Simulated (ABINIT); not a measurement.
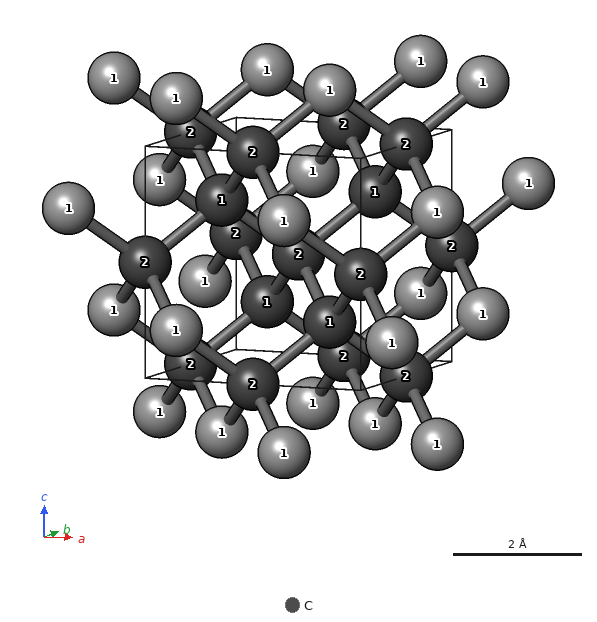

**Figure 1.** The structure (ball-and-stick view of the cell 4 times as large as that of the calculation, set on its symmetry axes, seen slightly off an axis; neighbours outside the cell are drawn fainter; atoms are numbered from 1 in the order of the input).

**Run report: C, G0W0 calculation (part 1 of 3)**

- system: C (Fd-3m, 2 atoms in the cell)
- method: Kohn-Sham DFT of a periodic cell, PBE, PseudoDojo NC SR PBE v0.5 standard, G0W0, no spin polarisation (ABINIT 10.8.3)

The structure derives from an entry of the Crystallography Open Database. The geometry was changed: volume scaled by 1.08.

The input
```
ndtset 4

pp_dirpath "./"
pseudos "C.upf"

acell 4.8898616683 4.8898616683 4.8898616683
rprim
     0.0000000000     0.7071067812     0.7071067812
     0.7071067812     0.0000000000     0.7071067812
     0.7071067812     0.7071067812     0.0000000000
ntypat 1
znucl 6
natom 2
typat 1 1
chkprim 0
chksymtnons 0
tolsym 1.0e-6
xred
            3/4            3/4            3/4
            1/2            1/2            1/2

ecut 1115.666836 eV

kptopt 1
ngkpt 8 8 8
nshiftk 1
shiftk 0.0 0.0 0.0
istwfk *1

ixc 11

occopt 1

nstep 80
diemac 6.0

iomode 3
prteig 0
prtebands 0

nband1 4
tolvrs1 1.0e-12
prtden1 1
prtwf1 0

iscf2 -2
getden2 1
nband2 56
nbdbuf2 4
tolwfr2 1.0e-12
nstep2 120
prtden2 0

optdriver3 3
getwfk3 2
nband3 52
ecuteps3 8.0
ecutwfn3 25.0
inclvkb3 2
gwcalctyp3 2
nfreqim3 8
nfreqre3 24
freqremax3 30.0 eV

optdriver4 4
getwfk4 2
nband4 52
ecuteps4 8.0
ecutsigx4 41.0
ecutwfn4 41.0
symsigma4 1
getscr4 3
gwcalctyp4 2
gw_qprange4 0
```

Machine: 1 thread of Arm Neoverse V2, 24 GiB of memory available, shared host.

Run as:
```bash
abinit run.abi > log 2>&1
```

The program's output
```
.Version 10.8.3 of ABINIT
 DATASET    1 : space group Fd -3 m (#227); Bravais cF (face-center cubic)
================================================================================
 Values of the parameters that define the memory need for DATASET  1.
     intxc =       0    ionmov =       0      iscf =       7    lmnmax =       4
     lnmax =       4     mgfft =      30  mpssoang =       2    mqgrid =    3001
     natom =       2  nloc_mem =       1    nspden =       1   nspinor =       1
    nsppol =       1      nsym =      48    n1xccc =    2501    ntypat =       1
    occopt =       1   xclevel =       2
       mpw =        1056          nfft =       27000          nkpt =          29
================================================================================
================================================================================

 DATASET    2 : space group Fd -3 m (#227); Bravais cF (face-center cubic)
================================================================================
 Values of the parameters that define the memory need for DATASET  2.
     intxc =       0    ionmov =       0      iscf =      -2    lmnmax =       4
     lnmax =       4     mgfft =      30  mpssoang =       2    mqgrid =    3001
     natom =       2  nloc_mem =       1    nspden =       1   nspinor =       1
    nsppol =       1      nsym =      48    n1xccc =    2501    ntypat =       1
    occopt =       1   xclevel =       2
       mpw =        1056          nfft =       27000          nkpt =          29
================================================================================
================================================================================

 DATASET    3 : space group Fd -3 m (#227); Bravais cF (face-center cubic)
================================================================================
 Values of the parameters that define the memory need for DATASET  3.
     intxc =       0    ionmov =       0      iscf =       7    lmnmax =       4
     lnmax =       4     mgfft =      24  mpssoang =       2    mqgrid =    3001
     natom =       2  nloc_mem =       1    nspden =       1   nspinor =       1
    nsppol =       1      nsym =      48    n1xccc =    2501    ntypat =       1
    occopt =       1   xclevel =       2
       mpw =         531          nfft =       13824          nkpt =          29
================================================================================
================================================================================

 DATASET    4 : space group Fd -3 m (#227); Bravais cF (face-center cubic)
================================================================================
 Values of the parameters that define the memory need for DATASET  4.
     intxc =       0    ionmov =       0      iscf =       7    lmnmax =       4
     lnmax =       4     mgfft =      30  mpssoang =       2    mqgrid =    3001
     natom =       2  nloc_mem =       1    nspden =       1   nspinor =       1
    nsppol =       1      nsym =      48    n1xccc =    2501    ntypat =       1
    occopt =       1   xclevel =       2
       mpw =        1056          nfft =       27000          nkpt =          29
================================================================================
================================================================================

--------------------------------------------------------------------------------
------------- Echo of variables that govern the present computation ------------
--------------------------------------------------------------------------------
 -outvars: echo values of preprocessed input variables --------
            acell      4.8898616683E+00  4.8898616683E+00  4.8898616683E+00 Bohr
              amu      1.20110000E+01
          chkprim           0
      chksymtnons           0
           diemac      6.00000000E+00
             ecut1     4.10000000E+01 Hartree
             ecut2     4.10000000E+01 Hartree
             ecut3     2.50000000E+01 Hartree
             ecut4     4.10000000E+01 Hartree
          ecuteps1     0.00000000E+00 Hartree
          ecuteps2     0.00000000E+00 Hartree
          ecuteps3     8.00000000E+00 Hartree
          ecuteps4     8.00000000E+00 Hartree
         ecutsigx1     0.00000000E+00 Hartree
         ecutsigx2     0.00000000E+00 Hartree
         ecutsigx3     0.00000000E+00 Hartree
         ecutsigx4     4.10000000E+01 Hartree
          ecutwfn1     0.00000000E+00 Hartree
          ecutwfn2     0.00000000E+00 Hartree
          ecutwfn3     2.50000000E+01 Hartree
          ecutwfn4     4.10000000E+01 Hartree
        freqremax1     0.00000000E+00 Hartree
        freqremax2     0.00000000E+00 Hartree
        freqremax3     1.10247967E+00 Hartree
        freqremax4     0.00000000E+00 Hartree
           getden1          0
           getden2          1
           getden3          0
           getden4          0
           getscr1          0
           getscr2          0
           getscr3          0
           getscr4          3
           getwfk1          0
           getwfk2          0
           getwfk3          2
           getwfk4          2
        gwcalctyp1          0
        gwcalctyp2          0
        gwcalctyp3          2
        gwcalctyp4          2
             iscf1          7
             iscf2         -2
             iscf3          7
             iscf4          7
              ixc          11
           jdtset        1    2    3    4
         kptrlatt        8    0    0      0    8    0      0    0    8
          kptrlen      3.91188933E+01
            natom           2
            nband1          4
            nband2         56
            nband3         52
            nband4         52
           nbdbuf1          0
           nbdbuf2          4
           nbdbuf3          0
           nbdbuf4          0
           ndtset           4
          nfreqim1         -1
          nfreqim2         -1
          nfreqim3          8
          nfreqim4         -1
          nfreqre1         -1
          nfreqre2         -1
          nfreqre3         24
          nfreqre4         -1
            ngfft1         30      30      30
            ngfft2         30      30      30
            ngfft3         24      24      24
            ngfft4         30      30      30
             nkpt          29
           npweps1          0
           npweps2          0
           npweps3         89
           npweps4         89
          npwsigx1          0
          npwsigx2          0
          npwsigx3          0
          npwsigx4       1037
            nstep1         80
            nstep2        120
            nstep3         80
            nstep4         80
             nsym          48
           ntypat           1
        optdriver1          0
        optdriver2          0
        optdriver3          3
        optdriver4          4
           prtden1          1
           prtden2          0
           prtden3          1
           prtden4          1
        prtebands           0
           prteig           0
            prtwf1          0
            prtwf2          1
            prtwf3          1
            prtwf4          1
            rprim      0.0000000000E+00  7.0710678120E-01  7.0710678120E-01
                       7.0710678120E-01  0.0000000000E+00  7.0710678120E-01
                       7.0710678120E-01  7.0710678120E-01  0.0000000000E+00
          spgroup         227
           tolsym      1.00000000E-06
           tolvrs1     1.00000000E-12
           tolvrs2     0.00000000E+00
           tolvrs3     0.00000000E+00
           tolvrs4     0.00000000E+00
           tolwfr1     0.00000000E+00
           tolwfr2     1.00000000E-12
           tolwfr3     0.00000000E+00
           tolwfr4     0.00000000E+00
            typat      1  1
           xangst      2.7445678218E+00  2.7445678218E+00  2.7445678218E+00
                       1.8297118812E+00  1.8297118812E+00  1.8297118812E+00
            xcart      5.1864815172E+00  5.1864815172E+00  5.1864815172E+00
                       3.4576543448E+00  3.4576543448E+00  3.4576543448E+00
             xred      7.5000000000E-01  7.5000000000E-01  7.5000000000E-01
                       5.0000000000E-01  5.0000000000E-01  5.0000000000E-01
            znucl        6.00000

================================================================================

 chkinp: Checking input parameters for consistency, jdtset=   1.

 chkinp: Checking input parameters for consistency, jdtset=   2.

 chkinp: Checking input parameters for consistency, jdtset=   3.

 chkinp: Checking input parameters for consistency, jdtset=   4.

================================================================================
== DATASET  1 ==================================================================

--- !DatasetInfo
iteration_state: {dtset: 1, }
dimensions: {natom: 2, nkpt: 29, mband: 4, nsppol: 1, nspinor: 1, nspden: 1, mpw: 1056, }
cutoff_energies: {ecut:  41.0, pawecutdg:  -1.0, }
electrons: {nelect:   8.00000000E+00, charge:   0.00000000E+00, occopt:   1.00000000E+00, tsmear:   1.00000000E-02, }
meta: {optdriver: 0, ionmov: 0, optcell: 0, iscf: 7, paral_kgb: 0, }
...

 Exchange-correlation functional for the present dataset will be:
  GGA: Perdew-Burke-Ernzerhof functional - ixc=11
  J.P.Perdew, K.Burke, M.Ernzerhof, PRL 77, 3865 (1996)

 Real(R)+Recip(G) space primitive vectors, cartesian coordinates (Bohr,Bohr^-1):
 R(1)=  0.0000000  3.4576543  3.4576543  G(1)= -0.1446067  0.1446067  0.1446067
 R(2)=  3.4576543  0.0000000  3.4576543  G(2)=  0.1446067 -0.1446067  0.1446067
 R(3)=  3.4576543  3.4576543  0.0000000  G(3)=  0.1446067  0.1446067 -0.1446067
 Unit cell volume ucvol=  8.2675099E+01 bohr^3
 Angles (23,13,12)=  6.00000000E+01  6.00000000E+01  6.00000000E+01 degrees

 getcut: wavevector=  0.0000  0.0000  0.0000  ngfft=  30  30  30
         ecut(hartree)=     41.000   => boxcut(ratio)=   2.13083

--- Pseudopotential description ------------------------------------------------
- pspini: atom type   1  psp file is ./C.upf
   6.00000   4.00000  171031                  znucl, zion, pspdat
12 -101130 1 -1 1248                          pspcod,pspxc,lmax,lloc,mmax
     nproj     2     2

   6.90154688E+01                                ecore*ucvol(ha*bohr**3)
--------------------------------------------------------------------------------

================================================================================

--- !BeginCycle
iteration_state: {dtset: 1, }
solver: {iscf: 7, nstep: 80, nline: 4, wfoptalg: 0, }
tolerances: {tolvrs: 1.00E-12, }
...

     iter   Etot(hartree)      deltaE(h)  residm     vres2
 ETOT  1  -12.021389004384    -1.202E+01 7.716E-02 3.661E+01
 ETOT  2  -12.034760598507    -1.337E-02 5.628E-05 2.907E-01
 ETOT  3  -12.034799220575    -3.862E-05 6.403E-06 9.591E-04
 ETOT  4  -12.034799326691    -1.061E-07 3.465E-08 1.923E-05
 ETOT  5  -12.034799328127    -1.435E-09 8.946E-10 4.839E-08
 ETOT  6  -12.034799328135    -8.272E-12 2.916E-11 3.431E-10
 ETOT  7  -12.034799328135    -3.553E-15 6.747E-13 1.200E-12
 ETOT  8  -12.034799328135    -3.553E-14 4.244E-14 1.292E-14

 At SCF step    8       vres2   =  1.29E-14 < tolvrs=  1.00E-12 =>converged.

 Cartesian components of stress tensor (hartree/bohr^3)
  sigma(1 1)=  9.31968992E-04  sigma(3 2)=  0.00000000E+00
  sigma(2 2)=  9.31968992E-04  sigma(3 1)=  0.00000000E+00
  sigma(3 3)=  9.31968992E-04  sigma(2 1)=  0.00000000E+00

--- !ResultsGS
iteration_state: {dtset: 1, }
comment   : Summary of ground state results
lattice_vectors:
- [  0.0000000,   3.4576543,   3.4576543, ]
- [  3.4576543,   0.0000000,   3.4576543, ]
- [  3.4576543,   3.4576543,   0.0000000, ]
lattice_lengths: [   4.88986,    4.88986,    4.88986, ]
lattice_angles: [ 60.000,  60.000,  60.000, ] # degrees, (23, 13, 12)
lattice_volume:   8.2675099E+01
convergence: {deltae: -3.553E-14, res2:  1.292E-14, residm:  4.244E-14, diffor: null, }
etotal    :  -1.20347993E+01
entropy   :   0.00000000E+00
fermie    :   3.37023617E-01
cartesian_stress_tensor: # hartree/bohr^3
- [  9.31968992E-04,   0.00000000E+00,   0.00000000E+00, ]
- [  0.00000000E+00,   9.31968992E-04,   0.00000000E+00, ]
- [  0.00000000E+00,   0.00000000E+00,   9.31968992E-04, ]
pressure_GPa:  -2.7419E+01
xred      :
- [  7.5000E-01,   7.5000E-01,   7.5000E-01,  C]
- [  5.0000E-01,   5.0000E-01,   5.0000E-01,  C]
cartesian_forces: # hartree/bohr
- [ -0.00000000E+00,  -0.00000000E+00,  -0.00000000E+00, ]
- [ -0.00000000E+00,  -0.00000000E+00,  -0.00000000E+00, ]
force_length_stats: {min:   0.00000000E+00, max:   0.00000000E+00, mean:   0.00000000E+00, }
...

 Integrated electronic density in atomic spheres:
 ------------------------------------------------
 Atom  Sphere_radius  Integrated_density
    1        2.00000          4.51903174
    2        2.00000          4.45520025
================================================================================
```
